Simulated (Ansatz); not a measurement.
Run report: Ge$_{109}$Sn$_{19}$, geometry relaxation (part 1 of 3)

System: Ge$_{109}$Sn$_{19}$ (P1, 128 atoms in the cell).
Method: DFT, PBEsol, PAW, plane waves (Ansatz 0.2.0).

The structure was built on a prototype by a generator.

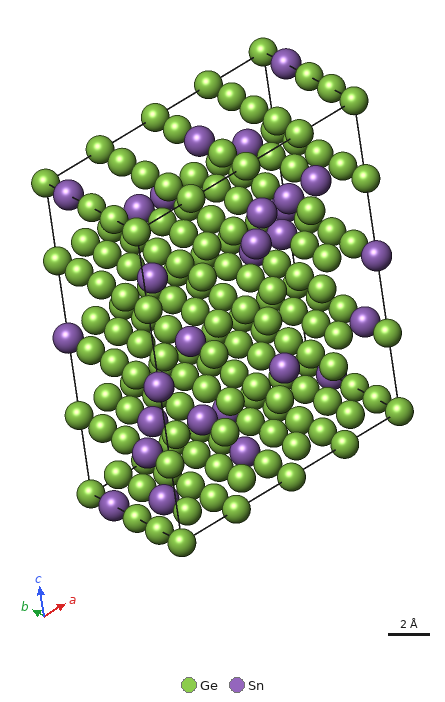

*The starting structure (spheres-only view of the cell of the calculation, seen slightly off an axis).*

**The input**
```yaml
crystal:
  lattice:
    - [0.000000, 11.610358, 11.610358]
    - [11.610358, 0.000000, 11.610358]
    - [11.610358, 11.610358, 0.000000]
  atoms:
    - { symbol: Ge, position: [0.999098, 0.998998, 0.999709] }
    - { symbol: Ge, position: [0.502599, 0.998399, 0.998642] }
    - { symbol: Ge, position: [0.001221, 0.497326, 0.998641] }
    - { symbol: Ge, position: [0.500161, 0.001545, 0.501250] }
    - { symbol: Ge, position: [0.748632, 0.248989, 0.251164] }
    - { symbol: Ge, position: [0.001561, 0.497798, 0.499458] }
    - { symbol: Ge, position: [0.249251, 0.750581, 0.250739] }
    - { symbol: Ge, position: [0.251872, 0.248430, 0.751016] }
    - { symbol: Ge, position: [0.501062, 0.498692, 0.499219] }
    - { symbol: Ge, position: [0.747731, 0.751265, 0.250697] }
    - { symbol: Ge, position: [0.250651, 0.751601, 0.749701] }
    - { symbol: Ge, position: [0.750012, 0.751879, 0.751074] }
    - { symbol: Ge, position: [0.063919, 0.060149, 0.064487] }
    - { symbol: Ge, position: [0.564341, 0.060613, 0.062835] }
    - { symbol: Ge, position: [0.064121, 0.560638, 0.060915] }
    - { symbol: Ge, position: [0.061999, 0.064825, 0.560092] }
    - { symbol: Ge, position: [0.309061, 0.311850, 0.315347] }
    - { symbol: Ge, position: [0.562486, 0.562439, 0.062967] }
    - { symbol: Ge, position: [0.560585, 0.061911, 0.564103] }
    - { symbol: Ge, position: [0.811076, 0.310572, 0.312171] }
    - { symbol: Ge, position: [0.060205, 0.560338, 0.565102] }
    - { symbol: Ge, position: [0.314956, 0.810813, 0.310795] }
    - { symbol: Ge, position: [0.308734, 0.315284, 0.813648] }
    - { symbol: Ge, position: [0.562695, 0.560599, 0.561973] }
    - { symbol: Ge, position: [0.811269, 0.811460, 0.314558] }
    - { symbol: Ge, position: [0.816667, 0.311577, 0.810976] }
    - { symbol: Ge, position: [0.997385, 0.999307, 0.252758] }
    - { symbol: Ge, position: [0.251129, 0.250057, 0.998656] }
    - { symbol: Ge, position: [0.501113, 0.998710, 0.248508] }
    - { symbol: Ge, position: [0.751393, 0.251502, 0.999213] }
    - { symbol: Ge, position: [0.001829, 0.500515, 0.250093] }
    - { symbol: Ge, position: [0.247484, 0.751528, 0.001012] }
    - { symbol: Ge, position: [0.001934, 0.000901, 0.747964] }
    - { symbol: Ge, position: [0.501421, 0.498702, 0.252502] }
    - { symbol: Ge, position: [0.750152, 0.748867, 0.000037] }
    - { symbol: Ge, position: [0.748826, 0.248853, 0.500420] }
    - { symbol: Ge, position: [0.997347, 0.503102, 0.750417] }
    - { symbol: Ge, position: [0.250050, 0.751126, 0.498836] }
    - { symbol: Ge, position: [0.499652, 0.499393, 0.750325] }
    - { symbol: Ge, position: [0.063732, 0.061981, 0.310373] }
    - { symbol: Ge, position: [0.313926, 0.312283, 0.059834] }
    - { symbol: Ge, position: [0.812172, 0.310574, 0.062730] }
    - { symbol: Ge, position: [0.061107, 0.563931, 0.311720] }
    - { symbol: Ge, position: [0.312034, 0.813580, 0.061630] }
    - { symbol: Ge, position: [0.309464, 0.312783, 0.563066] }
    - { symbol: Ge, position: [0.560161, 0.563132, 0.312891] }
    - { symbol: Ge, position: [0.815281, 0.811164, 0.061472] }
    - { symbol: Ge, position: [0.811698, 0.312414, 0.565296] }
    - { symbol: Ge, position: [0.061191, 0.563625, 0.812148] }
    - { symbol: Ge, position: [0.316239, 0.813132, 0.561554] }
    - { symbol: Ge, position: [0.561741, 0.557566, 0.815235] }
    - { symbol: Ge, position: [0.813055, 0.811600, 0.563004] }
    - { symbol: Ge, position: [0.000175, 0.249033, 0.999824] }
    - { symbol: Ge, position: [0.250908, 0.001851, 0.248540] }
    - { symbol: Ge, position: [0.499555, 0.249072, 0.002699] }
    - { symbol: Ge, position: [0.748827, 0.999090, 0.249839] }
    - { symbol: Ge, position: [0.998322, 0.250369, 0.499699] }
    - { symbol: Ge, position: [0.250968, 0.496250, 0.254360] }
    - { symbol: Ge, position: [0.500615, 0.751109, 0.999551] }
    - { symbol: Ge, position: [0.251243, 0.002426, 0.747435] }
    - { symbol: Ge, position: [0.501037, 0.250402, 0.497804] }
    - { symbol: Ge, position: [0.750287, 0.498262, 0.251378] }
    - { symbol: Ge, position: [0.750238, 0.000817, 0.750744] }
    - { symbol: Ge, position: [0.998968, 0.752077, 0.500066] }
    - { symbol: Ge, position: [0.250577, 0.497865, 0.750703] }
    - { symbol: Ge, position: [0.501339, 0.749359, 0.500100] }
    - { symbol: Ge, position: [0.749918, 0.502399, 0.749399] }
    - { symbol: Ge, position: [0.313917, 0.063402, 0.311528] }
    - { symbol: Ge, position: [0.565633, 0.313353, 0.063503] }
    - { symbol: Ge, position: [0.811097, 0.061316, 0.315082] }
    - { symbol: Ge, position: [0.059673, 0.811733, 0.065326] }
    - { symbol: Ge, position: [0.060710, 0.312406, 0.564245] }
    - { symbol: Ge, position: [0.312927, 0.561997, 0.313417] }
    - { symbol: Ge, position: [0.311413, 0.064243, 0.812508] }
    - { symbol: Ge, position: [0.561987, 0.309994, 0.565110] }
    - { symbol: Ge, position: [0.812732, 0.564053, 0.311973] }
    - { symbol: Ge, position: [0.060143, 0.812631, 0.561586] }
    - { symbol: Ge, position: [0.313437, 0.560649, 0.811226] }
    - { symbol: Ge, position: [0.561665, 0.813854, 0.559593] }
    - { symbol: Ge, position: [0.814966, 0.562409, 0.809987] }
    - { symbol: Ge, position: [0.250081, 0.999037, 0.001494] }
    - { symbol: Ge, position: [0.748416, 0.000319, 0.999824] }
    - { symbol: Ge, position: [0.248742, 0.500992, 0.998402] }
    - { symbol: Ge, position: [0.252125, 0.000303, 0.498803] }
    - { symbol: Ge, position: [0.499728, 0.251873, 0.250291] }
    - { symbol: Ge, position: [0.748658, 0.501717, 0.997641] }
    - { symbol: Ge, position: [0.747937, 0.998705, 0.500560] }
    - { symbol: Ge, position: [0.001010, 0.750619, 0.248650] }
    - { symbol: Ge, position: [0.999675, 0.247965, 0.750234] }
    - { symbol: Ge, position: [0.248808, 0.498823, 0.501837] }
    - { symbol: Ge, position: [0.499101, 0.751599, 0.249599] }
    - { symbol: Ge, position: [0.498448, 0.249285, 0.752396] }
    - { symbol: Ge, position: [0.749685, 0.502407, 0.500360] }
    - { symbol: Ge, position: [0.998019, 0.750286, 0.752412] }
    - { symbol: Ge, position: [0.497761, 0.751272, 0.751571] }
    - { symbol: Ge, position: [0.313785, 0.062739, 0.064296] }
    - { symbol: Ge, position: [0.813633, 0.064578, 0.058413] }
    - { symbol: Ge, position: [0.313195, 0.561017, 0.062687] }
    - { symbol: Ge, position: [0.312388, 0.064359, 0.563264] }
    - { symbol: Ge, position: [0.560649, 0.312194, 0.314225] }
    - { symbol: Ge, position: [0.813893, 0.561368, 0.060824] }
    - { symbol: Ge, position: [0.811415, 0.065142, 0.563145] }
    - { symbol: Ge, position: [0.063722, 0.812512, 0.312833] }
    - { symbol: Ge, position: [0.063847, 0.309749, 0.811388] }
    - { symbol: Ge, position: [0.309925, 0.562745, 0.561526] }
    - { symbol: Ge, position: [0.560468, 0.815615, 0.312948] }
    - { symbol: Ge, position: [0.560545, 0.313476, 0.814442] }
    - { symbol: Ge, position: [0.064321, 0.810792, 0.811345] }
    - { symbol: Ge, position: [0.563441, 0.810313, 0.813349] }
    - { symbol: Sn, position: [0.999594, 0.001208, 0.500430] }
    - { symbol: Sn, position: [0.250466, 0.249533, 0.249478] }
    - { symbol: Sn, position: [0.498424, 0.498732, 0.002463] }
    - { symbol: Sn, position: [0.751616, 0.248011, 0.750026] }
    - { symbol: Sn, position: [0.311899, 0.812034, 0.812064] }
    - { symbol: Sn, position: [0.811131, 0.814499, 0.811041] }
    - { symbol: Sn, position: [0.248833, 0.250493, 0.502633] }
    - { symbol: Sn, position: [0.498841, 0.001858, 0.749852] }
    - { symbol: Sn, position: [0.751224, 0.749654, 0.501824] }
    - { symbol: Sn, position: [0.562691, 0.060515, 0.314067] }
    - { symbol: Sn, position: [0.060610, 0.062419, 0.815390] }
    - { symbol: Sn, position: [0.563354, 0.062089, 0.812753] }
    - { symbol: Sn, position: [0.000108, 0.748479, 0.000496] }
    - { symbol: Sn, position: [0.061435, 0.314284, 0.062391] }
    - { symbol: Sn, position: [0.562672, 0.815644, 0.060869] }
    - { symbol: Sn, position: [0.811441, 0.062472, 0.811974] }
    - { symbol: Sn, position: [0.999212, 0.253085, 0.248401] }
    - { symbol: Sn, position: [0.061905, 0.312757, 0.313559] }
    - { symbol: Sn, position: [0.811843, 0.563715, 0.560011] }
kpoints:
  mp_grid: { grid: [1, 1, 1], shift: [0.5, 0.5, 0.5] }
hamiltonian:
  xc: pbesol
scf:
  occupations: { method: fermi_dirac, width: 0.01 }
relax:
  f_tol: 0.03
  max_steps: 80
  escape_saddle: false
  adjacent_minimum: "off"
  cell: { fix: [shape] }
output:
  forces: true
  eigenvalues: true
  populations: true
```

**Log**
```
Pseudopotentials: kind: paw
Functional definition: PBEsol
  exchange = pbesol_x
  correlation = pbesol_c
Crystal: 128 atoms, lattice volume = 3130.162 Å³
Basis set: ecut = 420 eV, 61239 PW (Γ), exchange–correlation on 240×240×240 points (8 copies of the dense FFT grid, shifted against one another)
Bands: 1076, of which v1, the nominal top of the filled ones, is band 896 counted from 1 (895 counted from 0)
Symmetry: 1 space group operations
Space group: P1 (ITA 1), of the structure as read, at distance tolerance 1.5e-4 Å
k-points: 1
Non-local potential: Ge, projectors of the file, l = 0: 2, l = 1: 2, l = 2: 3, l = 3: 1
Non-local potential: Sn, projectors of the file, l = 0: 2, l = 1: 2, l = 2: 2, l = 3: 2
PAW form: soft (Blöchl's): semilocal exchange-correlation on the pseudo side does not see the compensation charge
PAW frozen core: Ge, regenerated for the run's functional, and the local potential with it (the file was generated under x = pbe(κ = 0.804, μ = 0.2195149727645171), c = pbe(β = 0.06672455060314922))
PAW frozen core: Sn, regenerated for the run's functional, and the local potential with it (the file was generated under x = pbe(κ = 0.804, μ = 0.2195149727645171), c = pbe(β = 0.06672455060314922))
PAW one-centre angular grid: Ge, 590 points (default); XC on 64 Gauss nodes
PAW one-centre angular grid: Sn, 590 points (default); XC on 64 Gauss nodes
Initial density: superposition of atomic densities (neutral atoms: chi_scale 0, normalization atom), corrected by the library's trained network
Initial wavefunctions: pseudopotential atomic-orbital guess
Functional: x = pbesol(κ = 0.804, μ = 0.12345679012345678), c = pbesol(β = 0.046)
SCF iter   1: F=—  HF=-576665.056103 eV  |F-HF|=—  |Δ(HF+E_count)|=         —  Δρ=3.94e-3  dr2=5.42e-1  ethr=1.77e-3  ⟨swp⟩=6.0  Hψ=3993  notcnv=0
preconditioner: auto → Resta (q_TF=auto, 2.486 Å⁻¹)  ε∞=2.7  [insulator: Δε(μ)=0.350 eV  Ē_g=21.799 eV  σ=0.010 eV  W_gap=1.00  n_scr=868 (ndim 8)  ℏωp=28.1 eV  f_vac=0.080  D(μ)=0.00/eV (n_scr^D=0)  ε∞_Penn≈2.7]
SCF iter   2: F=—  HF=-576664.885240 eV  |F-HF|=—  |Δ(HF+E_count)|=   1.71e-1  Δρ=2.13e-3  dr2=1.52e-1  ethr=3.02e-5  ⟨swp⟩=2.0  Hψ=1248  notcnv=0  defer=170
SCF iter   3: F=—  HF=-576664.888686 eV  |F-HF|=—  |Δ(HF+E_count)|=   3.45e-3  Δρ=6.52e-4  dr2=1.17e-1  ethr=8.50e-6  ⟨swp⟩=3.0  Hψ=1820  notcnv=0  defer=170
SCF iter   4: F=—  HF=-576664.879195 eV  |F-HF|=—  |Δ(HF+E_count)|=   9.49e-3  Δρ=2.56e-4  dr2=4.57e-3  ethr=6.51e-6  ⟨swp⟩=3.0  Hψ=1074  notcnv=0  defer=170
SCF iter   5: F=—  HF=-576664.871944 eV  |F-HF|=—  |Δ(HF+E_count)|=   7.25e-3  Δρ=1.28e-4  dr2=1.71e-3  ethr=2.55e-7  ⟨swp⟩=2.0  Hψ=1812  notcnv=0  defer=170
SCF iter   6: F=—  HF=-576664.871638 eV  |F-HF|=—  |Δ(HF+E_count)|=   3.06e-4  Δρ=5.59e-5  dr2=1.84e-4  ethr=9.52e-8  ⟨swp⟩=2.0  Hψ=1802  notcnv=0  defer=170
SCF iter   7: F=—  HF=-576664.876218 eV  |F-HF|=—  |Δ(HF+E_count)|=   4.58e-3  Δρ=3.50e-5  dr2=2.17e-4  ethr=1.03e-8  ⟨swp⟩=2.0  Hψ=1972  notcnv=0  defer=170
SCF iter   8: F=—  HF=-576664.876207 eV  |F-HF|=—  |Δ(HF+E_count)|=   1.15e-5  Δρ=9.58e-6  dr2=2.70e-6  ethr=1.03e-8  ⟨swp⟩=2.0  Hψ=1074  notcnv=0  defer=170
SCF iter   9: F=—  HF=-576664.876198 eV  |F-HF|=—  |Δ(HF+E_count)|=   9.07e-6  Δρ=3.38e-6  dr2=8.40e-7  ethr=1.50e-10  ⟨swp⟩=2.0  Hψ=1802  notcnv=0  defer=170
SCF iter  10: F=—  HF=-576664.876198 eV  |F-HF|=—  |Δ(HF+E_count)|=   9.99e-8  Δρ=1.24e-6  dr2=1.88e-7  ethr=4.69e-11  ⟨swp⟩=2.0  Hψ=1802  notcnv=0  defer=170
SCF iter  11: F=-576664.876198 eV  HF=-576664.876198 eV  |F-HF|=3.42e-8  |Δ(HF+E_count)|=   1.53e-8  Δρ=5.95e-7  dr2=4.99e-8  ethr=5.58e-12  ⟨swp⟩=11.0  Hψ=4904  notcnv=0
SCF 1 converged in 11 iterations: F = -576664.876198 eV  dr2 = 4.99e-8
  greatest PAW one-centre occupation: 0.998 electrons in one spin orbital (limit 2), on the Ge atom at site 1 (counted from 0), in its partial waves of l = 2
relax step   1: F+E_penalty+E_count = -576664.87619792 eV  Δ(F+E_penalty+E_count) = +0.000e0 eV  max|allowed force component| = 2.648e0 eV/Å  Δτ_max = 0.0000 Å  P = +0.948 GPa  Ω = 3130.162 Å³  fix = [alpha, beta, gamma, b/a, c/a]  reactions: b/a +0.107, c/a -0.007 GPa; alpha +0.744, beta +0.629, gamma +0.719 GPa/rad  (11 SCF iters, dr2 threshold 1.00e-7 eV, accepted)
Crystal: 128 atoms, lattice volume = 3164.224 Å³
Basis set: ecut = 420 eV, 62079 PW (Γ), exchange–correlation on 240×240×240 points (8 copies of the dense FFT grid, shifted against one another)
Initial density: handed on by an earlier stage of this run
Initial wavefunctions: those handed on with the density
iter 1 solved again at ethr=5.49e-5 eV; its pass at ethr=3.10e-3 eV (dr2=9.84e-1 eV) is discarded
SCF iter   1: F=—  HF=-576671.787332 eV  |F-HF|=—  |Δ(HF+E_count)|=         —  Δρ=7.43e-3  dr2=9.84e-1  ethr=5.49e-5  ⟨swp⟩=4.0  Hψ=4699  notcnv=0
preconditioner: auto → Resta (q_TF=auto, 2.482 Å⁻¹)  ε∞=2.6  [insulator: Δε(μ)=0.187 eV  Ē_g=21.816 eV  σ=0.010 eV  W_gap=1.00  n_scr=868 (ndim 8)  ℏωp=27.9 eV  f_vac=0.069  D(μ)=0.04/eV (n_scr^D=0)  ε∞_Penn≈2.6]
SCF iter   2: F=—  HF=-576671.673785 eV  |F-HF|=—  |Δ(HF+E_count)|=   1.14e-1  Δρ=3.85e-3  dr2=2.23e-1  ethr=5.49e-5  ⟨swp⟩=6.0  Hψ=1715  notcnv=0
SCF iter   3: F=—  HF=-576671.687525 eV  |F-HF|=—  |Δ(HF+E_count)|=   1.37e-2  Δρ=1.02e-3  dr2=1.39e-1  ethr=1.24e-5  ⟨swp⟩=7.0  Hψ=2289  notcnv=0
SCF iter   4: F=—  HF=-576671.665236 eV  |F-HF|=—  |Δ(HF+E_count)|=   2.23e-2  Δρ=3.46e-4  dr2=1.80e-2  ethr=7.74e-6  ⟨swp⟩=6.0  Hψ=1485  notcnv=0
SCF iter   5: F=—  HF=-576671.664053 eV  |F-HF|=—  |Δ(HF+E_count)|=   1.18e-3  Δρ=1.22e-4  dr2=8.02e-4  ethr=1.00e-6  ⟨swp⟩=1.0  Hψ=1238  notcnv=0
SCF iter   6: F=—  HF=-576671.668892 eV  |F-HF|=—  |Δ(HF+E_count)|=   4.84e-3  Δρ=5.88e-5  dr2=2.67e-4  ethr=4.47e-8  ⟨swp⟩=2.0  Hψ=1802  notcnv=0
relax step   2: F+E_penalty+E_count = -576671.66894573 eV  Δ(F+E_penalty+E_count) = -6.793e0 eV  max|allowed force component| = 4.850e-1 eV/Å  Δτ_max = 0.1992 Å  P = -0.626 GPa  Ω = 3164.224 Å³  energy of the carried Pulay correction = -5.693e-3 eV  fix = [alpha, beta, gamma, b/a, c/a]  reactions: b/a -0.029, c/a +0.005 GPa; alpha +0.799, beta +0.879, gamma +0.857 GPa/rad  (8 SCF iters, dr2 thresh
Crystal: 128 atoms, lattice volume = 3067.766 Å³
Basis set: ecut = 420 eV, 60039 PW (Γ), exchange–correlation on 240×240×240 points (8 copies of the dense FFT grid, shifted against one another)
preconditioner: auto → Resta (q_TF=auto, 2.494 Å⁻¹)  ε∞=2.7  [insulator: Δε(μ)=0.233 eV  Ē_g=21.908 eV  σ=0.010 eV  W_gap=1.00  n_scr=820 (ndim 8)  ℏωp=28.4 eV  f_vac=0.051  D(μ)=0.00/eV (n_scr^D=0)  ε∞_Penn≈2.7]
relax step   3: F+E_penalty+E_count = -576671.75961780 eV  Δ(F+E_penalty+E_count) = -9.067e-2 eV  max|allowed force component| = 1.332e-1 eV/Å  Δτ_max = 0.0673 Å  P = +1.313 GPa  Ω = 3067.766 Å³  energy of the carried Pulay correction = +1.059e-2 eV  fix = [alpha, beta, gamma, b/a, c/a]  reactions: b/a +0.008, c/a +0.010 GPa; alpha +0.885, beta +0.929, gamma +0.918 GPa/rad  (8 SCF iters, dr2 thres
Crystal: 128 atoms, lattice volume = 3129.457 Å³
preconditioner: auto → Resta (q_TF=auto, 2.486 Å⁻¹)  ε∞=2.7  [insulator: Δε(μ)=0.171 eV  Ē_g=21.832 eV  σ=0.010 eV  W_gap=1.00  n_scr=868 (ndim 8)  ℏωp=28.1 eV  f_vac=0.067  D(μ)=0.08/eV (n_scr^D=0)  ε∞_Penn≈2.7]
relax step   4: F+E_penalty+E_count = -576672.03824222 eV  Δ(F+E_penalty+E_count) = -2.786e-1 eV  max|allowed force component| = 3.867e-2 eV/Å  Δτ_max = 0.0232 Å  P = +0.013 GPa  Ω = 3129.457 Å³  energy of the carried Pulay correction = +1.185e-4 eV  fix = [alpha, beta, gamma, b/a, c/a]  reactions: b/a -0.008, c/a +0.015 GPa; alpha +0.833, beta +0.896, gamma +0.869 GPa/rad  (7 SCF iters, dr2 thres
Crystal: 128 atoms, lattice volume = 3130.246 Å³
preconditioner: auto → Resta (q_TF=auto, 2.486 Å⁻¹)  ε∞=2.7  [insulator: Δε(μ)=0.177 eV  Ē_g=21.834 eV  σ=0.010 eV  W_gap=1.00  n_scr=868 (ndim 8)  ℏωp=28.1 eV  f_vac=0.062  D(μ)=0.06/eV (n_scr^D=0)  ε∞_Penn≈2.7]
relax step   5: F+E_penalty+E_count = -576672.04116404 eV  Δ(F+E_penalty+E_count) = -2.922e-3 eV  max|allowed force component| = 4.538e-2 eV/Å  Δτ_max = 0.0171 Å  P = -0.005 GPa  Ω = 3130.246 Å³  energy of the carried Pulay correction = -1.417e-5 eV  fix = [alpha, beta, gamma, b/a, c/a]  reactions: b/a -0.018, c/a +0.005 GPa; alpha +0.836, beta +0.918, gamma +0.889 GPa/rad  (7 SCF iters, dr2 thres
Crystal: 128 atoms, lattice volume = 3130.031 Å³
preconditioner: auto → Resta (q_TF=auto, 2.486 Å⁻¹)  ε∞=2.7  [insulator: Δε(μ)=0.176 eV  Ē_g=21.834 eV  σ=0.010 eV  W_gap=1.00  n_scr=868 (ndim 8)  ℏωp=28.1 eV  f_vac=0.062  D(μ)=0.06/eV (n_scr^D=0)  ε∞_Penn≈2.7]
relax step   6: F+E_penalty+E_count = -576672.03989837 eV  Δ(F+E_penalty+E_count) = +1.266e-3 eV  max|allowed force component| = 5.290e-2 eV/Å  Δτ_max = 0.0091 Å  P = -0.002 GPa  Ω = 3130.031 Å³  energy of the carried Pulay correction = +2.201e-5 eV  fix = [alpha, beta, gamma, b/a, c/a]  (7 SCF iters, dr2 threshold 1.29e-7 eV, rejected (line search))
Crystal: 128 atoms, lattice volume = 3129.989 Å³
```
